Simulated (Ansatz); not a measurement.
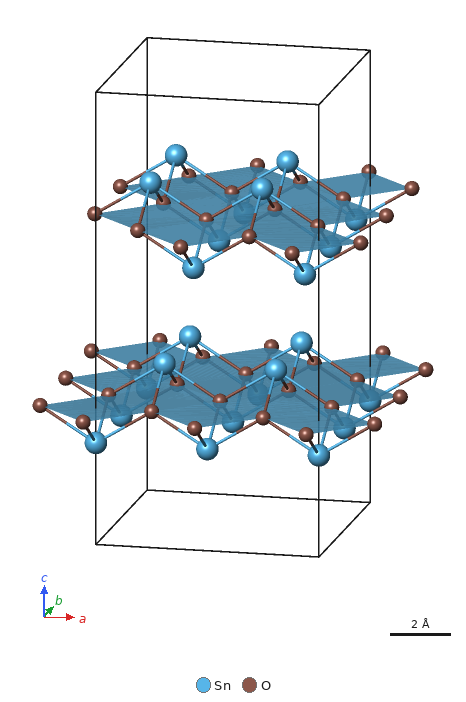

**Figure 1.** The input geometry (polyhedral view of the 2 × 2 repeat of the cell, with the vacuum cut short, seen slightly off an axis; polyhedra are completed across the faces of the cell). An atom can appear more than once, as a periodic image.

Run report: SnO, single-point calculation (part 1 of 2)

System: SnO (slab, 8 atoms in the cell).
Method: DFT PBE+D3(BJ), scalar-relativistic, plane waves, PAW, PAW set soft_1, no spin polarisation (Ansatz 0.2.0).

The structure derives from an entry of the Crystallography Open Database. Figures and captions count atoms from 1; the log counts them from 0 in places.

**Log**
```
Warning: the atoms were moved onto the symmetric positions of the space group found under crystal.symmetry.tolerance 1.0e-5 (fractional; no operation is sought that the atoms, as they stand in a round, miss by more than twice it, and no atom is moved by as much as it), and the run uses the moved positions. Before a round's move an operation carried an atom to 3.12e-6 Å from where it should land, the largest such distance. Atom 0 (counting from 0) moved farthest, by 1.56e-6 Å; the longest move in fractions of the cell, of whichever atom, is 0.04 of the tolerance, in 1 round. To run the atoms as typed, lower crystal.symmetry.tolerance until the operations that they miss are no longer found, or set crystal.symmetry.detect: false (a key that needs symmetry detection or time reversal refuses this as the deck is read). The positions used, in the order of the run's atom list: position: [0.9999453016, 0.99994571, 0.202464892]; position: [0.9999461184, 0.49994571, 0.2556240248]; position: [0.4999461184, 0.99994571, 0.2556240248]; position: [0.4999453016, 0.49994571, 0.3087831576]; position: [0.8749453016, 0.99994571, 0.4820031207]; position: [0.8749461184, 0.49994571, 0.5351622535]; position: [0.3749461184, 0.99994571, 0.5351622535]; position: [0.3749453016, 0.49994571, 0.5883213864]; The lattice was moved too: crystal.lattice misses the space group found at crystal.symmetry.tolerance 1.0e-5 in a digit that the deck types, which is why this is a warning: making the lattice exact moves one of its numbers by a whole unit of that number's last typed decimal, or more. The operation that it misses by the most changes a squared length by the fraction 9.99e-6. The run uses the lattice that is a stretch of the typed one, with no rotation, onto the one that keeps every operation to a double's rounding (on a very oblique basis the stretch itself rounds by more); the deck's lattice vector that moved farthest moved by 9.54e-6 Å. To run the lattice as typed, set crystal.symmetry.tolerance under 9.98e-6, the least fraction by which an operation that the lattice misses changes a squared length (the same key also sets how far an atom may lie from its image, so lowering it can lose operations that the atoms keep only within it), or set crystal.symmetry.detect: false, as for the atoms. crystal.lattice made exact, in Å and degrees: [[3.8201526152504255, 0.0003049772500000053, 0.0], [-0.0003049772500018387, 3.8201526152733907, 0.0], [0.0, 0.0, 22.2260756252]]. Pasted over the deck's crystal.lattice, beside positions in fractional coordinates, it runs the same cell (given as lengths and angles, that cell in the form's own orientation, a rigid turn of the misfit's size from the one run here, for which a checkpoint.post_process_only pass over this run's state can be refused: where this run relaxes nothing, give such a pass this deck's own crystal.lattice, as typed; behind a relaxation, as crystal.lattice, the state's own cell, identity.cell in its checkpoint.json), and a matrix so pasted ends this notice, except on a very skew basis of the lattice, where the rounding of the pasted numbers themselves can read as a misfit: the cell is then moved again, and that move is told again. The lattice as run is in this notice's lattice.as_run_ang field (Run.prep()["deck_notices"] in Python, the deck_notice line of an events file, deck_notices of ansatz run --dry-run=json, or deck_notices in record.json in the deck's checkpoint.write directory).
Engine: ansatz 0.2.0, aarch64-unknown-linux-gnu
Pseudopotentials: kind: paw
Pseudopotential: Sn, paw, valence charge 14, recommended cutoff 420 eV (normal), [file]
Pseudopotential: O, paw, valence charge 6, recommended cutoff 420 eV (normal), [file]
Functional definition: PBE
  parameter kappa = 0.804
  parameter beta = 0.06672455060314922
  exchange = pbe_x(kappa = kappa, mu = beta*pi^2/3)
  correlation = pbe_c(beta = beta)
Crystal: 8 atoms, lattice volume = 324.358 Å³
Basis set: ecut = 420 eV, 6355 PW (Γ), exchange–correlation on 54×54×300 points (8 copies of the dense FFT grid, shifted against one another)
Bands: 48, of which v1, the nominal top of the filled ones, is band 40 counted from 1 (39 counted from 0)
Symmetry: 2 space group operations
k-points: 16 of 49 (time reversal used)
Non-local potential: Sn, projectors of the file, l = 0: 2, l = 1: 2, l = 2: 2, l = 3: 1
Non-local potential: O, projectors of the file, l = 0: 2, l = 1: 2, l = 2: 1
PAW form: soft (Blöchl's): semilocal exchange-correlation on the pseudo side does not see the compensation charge
PAW one-centre angular grid: Sn, 590 points (default); XC on 64 Gauss nodes
PAW one-centre angular grid: O, 110 points (default); XC on 64 Gauss nodes
Initial density: superposition of atomic densities (neutral atoms: chi_scale 0, normalization atom)
Initial wavefunctions: pseudopotential atomic-orbital guess
Functional: x = pbe(κ = 0.804, μ = 0.2195149727645171), c = pbe(β = 0.06672455060314922)
SCF iter   1: F=—  HF=-26376.256571 eV  |F-HF|=—  |Δ(HF+E_count)|=         —  Δρ=9.25e-2  dr2=3.28e1  ethr=3.10e-3  p=0.000 e·Å  D=2.56e-7 V/Å  ΔV_dip=-0.00 eV  dr2_dipole=1.37e-8  V_vac-E_F(+/−)=5.72/5.72 eV  ⟨swp⟩=7.0  Hψ=3006  notcnv=0
efield: sawtooth ramp at fractional position 0.8754 (placed from the atoms, in the widest stretch of the axis that holds none; the zero of the levels goes with the place), width 0.0400; the density the first Hamiltonian is built on has a dipole p = 0.000 e·Å; the dipole correction subtracts the counter field D = 2.56e-7 V/Å, which shifts the + side's vacuum level by -0.00 eV against the − side's; the planar-averaged density in the ramp window peaks in size at 2.8e-6 e/Å³
preconditioner: auto → Resta (q_TF=auto, 2.161 Å⁻¹)  ε∞=2.0  [insulator: Δε(μ)=3.374 eV  Ē_g=18.181 eV  σ=0.050 eV  W_gap=1.00  n_scr=50 (ndim 8)  ℏωp=18.4 eV  f_vac=0.455  D(μ)=0.00/eV (n_scr^D=0)  ε∞_Penn≈2.0  vacuum switching on, ρ_ref=2.4e-2 e/Å³]
SCF iter   2: F=—  HF=-26370.193181 eV  |F-HF|=—  |Δ(HF+E_count)|=    6.06e0  Δρ=6.51e-2  dr2=1.02e1  ethr=3.10e-3  p=-0.000 e·Å  D=-3.40e-5 V/Å  ΔV_dip=0.00 eV  dr2_dipole=4.52e-8  V_vac-E_F(+/−)=3.13/3.13 eV  ⟨swp⟩=4.5  Hψ=1878  notcnv=0  defer=46
SCF iter   3: F=—  HF=-26368.276089 eV  |F-HF|=—  |Δ(HF+E_count)|=    1.92e0  Δρ=1.42e-2  dr2=6.04e-1  ethr=3.10e-3  p=0.000 e·Å  D=1.32e-6 V/Å  ΔV_dip=-0.00 eV  dr2_dipole=2.34e-10  V_vac-E_F(+/−)=4.10/4.10 eV  ⟨swp⟩=3.1  Hψ=1366  notcnv=0  defer=52
SCF iter   4: F=—  HF=-26368.228014 eV  |F-HF|=—  |Δ(HF+E_count)|=   4.81e-2  Δρ=5.64e-3  dr2=1.80e-1  ethr=7.55e-4  p=0.000 e·Å  D=9.38e-6 V/Å  ΔV_dip=-0.00 eV  dr2_dipole=5.17e-10  V_vac-E_F(+/−)=3.50/3.50 eV  ⟨swp⟩=3.2  Hψ=1218  notcnv=0  defer=57
SCF iter   5: F=—  HF=-26368.196677 eV  |F-HF|=—  |Δ(HF+E_count)|=   3.13e-2  Δρ=1.93e-3  dr2=1.99e-2  ethr=2.25e-4  p=-0.000 e·Å  D=-1.07e-6 V/Å  ΔV_dip=0.00 eV  dr2_dipole=6.97e-10  V_vac-E_F(+/−)=3.78/3.78 eV  ⟨swp⟩=2.8  Hψ=1009  notcnv=0  defer=55
SCF iter   6: F=—  HF=-26368.193046 eV  |F-HF|=—  |Δ(HF+E_count)|=   3.63e-3  Δρ=3.93e-4  dr2=1.83e-3  ethr=2.49e-5  p=0.000 e·Å  D=7.70e-6 V/Å  ΔV_dip=-0.00 eV  dr2_dipole=2.42e-9  V_vac-E_F(+/−)=3.78/3.78 eV  ⟨swp⟩=2.2  Hψ=1006  notcnv=0  defer=55
SCF iter   7: F=—  HF=-26368.193018 eV  |F-HF|=—  |Δ(HF+E_count)|=   2.81e-5  Δρ=3.40e-4  dr2=5.91e-4  ethr=2.29e-6  p=-0.000 e·Å  D=-8.32e-6 V/Å  ΔV_dip=0.00 eV  dr2_dipole=3.60e-9  V_vac-E_F(+/−)=3.84/3.84 eV  ⟨swp⟩=3.2  Hψ=1458  notcnv=0  defer=55
SCF iter   8: F=—  HF=-26368.192892 eV  |F-HF|=—  |Δ(HF+E_count)|=   1.26e-4  Δρ=4.80e-5  dr2=8.86e-6  ethr=7.39e-7  p=0.000 e·Å  D=1.98e-5 V/Å  ΔV_dip=-0.00 eV  dr2_dipole=1.35e-8  V_vac-E_F(+/−)=3.82/3.82 eV  ⟨swp⟩=2.0  Hψ=950  notcnv=0  defer=55
SCF iter   9: F=—  HF=-26368.192729 eV  |F-HF|=—  |Δ(HF+E_count)|=   1.63e-4  Δρ=4.72e-5  dr2=7.82e-6  ethr=1.11e-8  p=-0.000 e·Å  D=-2.85e-5 V/Å  ΔV_dip=0.00 eV  dr2_dipole=3.16e-8  V_vac-E_F(+/−)=3.82/3.82 eV  ⟨swp⟩=2.8  Hψ=1396  notcnv=0  defer=55
SCF iter  10: F=—  HF=-26368.192727 eV  |F-HF|=—  |Δ(HF+E_count)|=   1.43e-6  Δρ=7.18e-6  dr2=1.73e-7  ethr=9.78e-9  p=0.000 e·Å  D=1.90e-6 V/Å  ΔV_dip=-0.00 eV  dr2_dipole=8.43e-11  V_vac-E_F(+/−)=3.82/3.82 eV  ⟨swp⟩=2.0  Hψ=939  notcnv=0  defer=55
SCF iter  11: F=-26368.192727 eV  HF=-26368.192727 eV  |F-HF|=2.87e-9  |Δ(HF+E_count)|=   3.37e-8  Δρ=1.95e-6  dr2=9.28e-9  ethr=1.25e-10  p=0.000 e·Å  D=4.68e-9 V/Å  ΔV_dip=-0.00 eV  dr2_dipole=2.49e-12  V_vac-E_F(+/−)=3.82/3.82 eV  ⟨swp⟩=21.2  Hψ=7224  notcnv=0
SCF 1 converged in 11 iterations: F = -26368.192727 eV  dr2 = 9.28e-9
  greatest PAW one-centre occupation: 0.993 electrons in one spin orbital (limit 2), on the Sn atom at site 4 (counted from 0), in its partial waves of l = 2
```

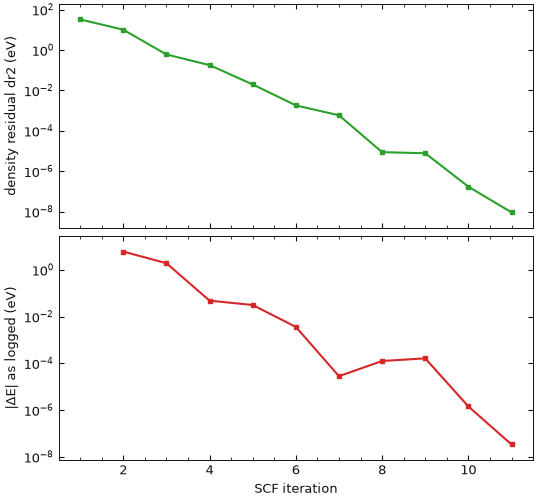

**Figure 2.** Convergence of the self-consistent field: density residual dr2 and size of the energy change against the SCF iteration. The residual falls at every step.

```
WARN: The output density's exchange-correlation potential varies sharply where the density is thin. Do not read a vacuum level from v_tot or v_xc, or from such a field of the output density. On a cell that repeats whose density bears no net charge and no dipole along the vacuum's axis use v_es (v_loc + v_h of the components); under efield.dipole_correction with no amplitude use v_es + v_field, which holds any external_charges[].barrier, or the levels of the report's work_function block, which leave it out; under a non-zero efield.amplitude the vacuum is tilted and has no level; on a cell that repeats and bears such a dipole with no correction it is tilted too, and efield.dipole_correction with no amplitude gives each side of its ramp a level where efield: is served; in a cell that repeats whose density bears a net charge (total_charge, or a fill off its count) it is curved and has none; of a slab under crystal.periodic whose density bears no net charge use v_es, which has a level on each side, short of where the two are joined; of another it falls or rises all the way out and has none; of a slab beside external_charges read slab_vacuum_level instead, which it has where they leave it neutral. The grid or the basis barely resolves most such structure, and the values can differ between equally converged runs; as a rule a tighter scf.convergence.dr2_threshold does not remove it. Where the density itself ripples (under the LDA too) a higher basis.ecutwfc lessens it. The files hold the spikes' plane waves up to the density's cutoff. Files: v_tot_of_output_density and the like, and their columns of v_z.tsv (output.write_potential); v_xc_of_output_density and the like, and their columns of v_comp_z.tsv (output.write_potential_components). Measured: with its Gaussian average of σ = 0.25 Å subtracted twice, the exchange-correlation potential is over 0.1 eV at 37 of the grid points where the equally averaged density (valence and model cores) is under 1e-3 e/Å³, and 0.167 eV at the most among them, at an averaged density of 9.8e-8 e/Å³. The input density's (outcome.potential() and, of a run that writes arrays, v_tot and v_xc) is over 0.1 eV, so measured, at 12 points of its own thin density, 0.122 eV at the most. See output.write_potential in the manual, Limitations
SCF converged after 11 iterations
Free energy (F): -26368.192727 eV
Harris-Foulkes:  -26368.192727 eV  (|F-HF|=2.87e-9)
Internal energy: -26368.192727 eV  (E = F + TS)
E sigma→0 (E₀):  -26368.192727 eV
Fermi energy:    2.322122 eV
Dipole field:    D = -0.000002 V/Å  (p = -0.000003 e·Å, saw-weighted, corrected)
Work function:   Φ+ = 3.8248 eV   Φ− = 3.8247 eV
Levels:          The Fermi level and band energies are counted from a zero that moves with the ramp; work functions are not
```
